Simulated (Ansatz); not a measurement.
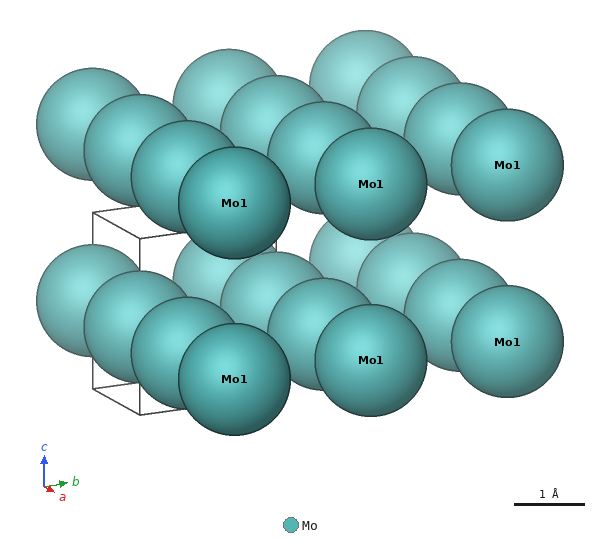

Reference structure: a symmetric starting cell of Mo. The picture is a spheres-only view of the cell of the calculation, repeated 3 × 2 × 2 with one cell outlined, seen slightly off an axis.

Level of theory: DFT PBE, scalar-relativistic, plane waves, PAW in Ansatz. (plane-wave cutoff 420 eV; k-point mesh 18 × 18 × 16; occupations gaussian; smearing width 0.1 eV; no spin polarisation)

Now this is done to it. The cell is strained by −4.7 % along c and −3.2 % across it (volume −10.8 %), the atoms keeping their fractional coordinates. No relaxation follows. The starting cell wasn't computed here and needn't be at equilibrium, so pressure and forces aren't due to the change alone.

Q: What does the calculation give for the changed structure?

A: Near-neighbour distances before and after: Mo–Mo 2.555 → 2.434 Å, Mo–Mo 2.736 → 2.647 Å. The space group stays P6/mmm (No. 191). The pressure is 34.7 GPa (not all of it need come from the change, since the unchanged cell can be under pressure at this level too). The principal stresses (compression positive) are 32.0 GPa along c and 36.1 GPa across it. All forces vanish by symmetry.

The changed structure in the same view:

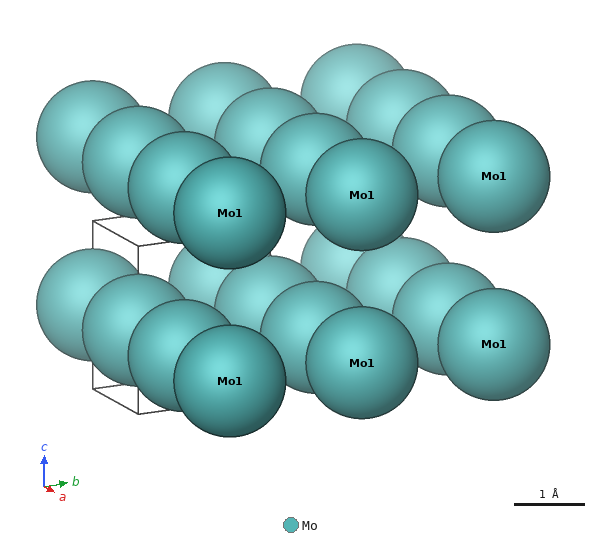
